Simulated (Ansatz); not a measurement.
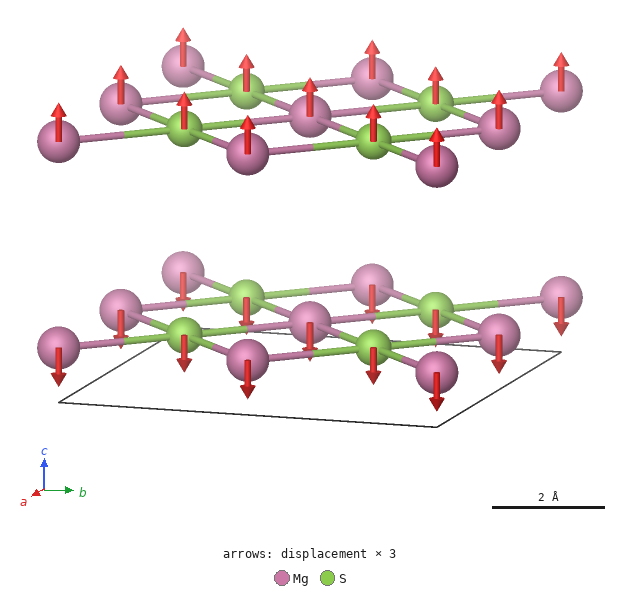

This is a relaxation of a free-standing layer of MgS (a generated structure, set up in P4/mmm) (coarse preliminary run). The starting structure is drawn; red arrows show the displacements (the part carried along by the change of the cell is left out), 3 times their true length.

Style: ball-and-stick. Shown: the 2 × 2 repeat of the cell, outlined in the plane, without the vacuum, slightly off an axis.

The calculation used DFT PBE+D3(BJ), scalar-relativistic, plane waves, PAW in Ansatz 0.2.0.

The input:
```yaml
crystal:
  lattice:
    - [3.5722644, 0.0, 0.0]
    - [0.0, 3.5722644, 0.0]
    - [0.0, 0.0, 18.0]
  atoms:
    - { symbol: Mg, position: [0.0, 0.0, 0.395] }
    - { symbol: Mg, position: [0.0, 0.0, 0.605] }
    - { symbol: S, position: [0.5, 0.5, 0.395] }
    - { symbol: S, position: [0.5, 0.5, 0.605] }
  periodic: [true, true, false]
basis:
  ecutwfc: 420
kpoints:
  mp_grid: { grid: [6, 6, 1] }
hamiltonian:
  xc: pbe
  dispersion: d3bj
scf:
  occupations: { method: gaussian, width: 0.1 }
  lower_state_search: "off"
output:
  forces: true
  stress: true
  eigenvalues: true
relax:
  adjacent_minimum: "off"
  f_tol: 0.04
  max_steps: 70
  cell: { stress_2d_tol: 0.16 }
```

Command:
```bash
ansatz run input.yaml --threads 1 --pin off --max-ram 2560MiB --backend cpu --events-out ev --progress --plain --runs-dir out
```

Question: What happened in the run?

Answer: After 2 accepted moves (3 points after the start) the energy has fallen by 0.146 eV per cell of the calculation. Largest force component: 0.15 eV/Å at the start, 0.0097 eV/Å at the end. At 1 point the geometry stayed and the basis and grid were re-selected for the new cell (energy shift of 0.1 meV per cell of the calculation at most each time). The largest moves relative to the cell and the layer's centre, 0.24 Å, are those of Mg1 and Mg2. Mg1 goes along the normal (−c). By element the largest moves are Mg 0.24 Å, S 0.23 Å. In the plane the drawn cell goes a 7.145 → 6.966 Å (−2.5 %), b 7.145 → 6.966 Å (−2.5 %). Among the contacts that change: Mg1–S3 2.526 → 2.463 Å. The program noted that it reset the height of the cell. Cost: 17 s on 1 thread of Arm Neoverse V2 (shared host), peak memory 0.48 GiB.
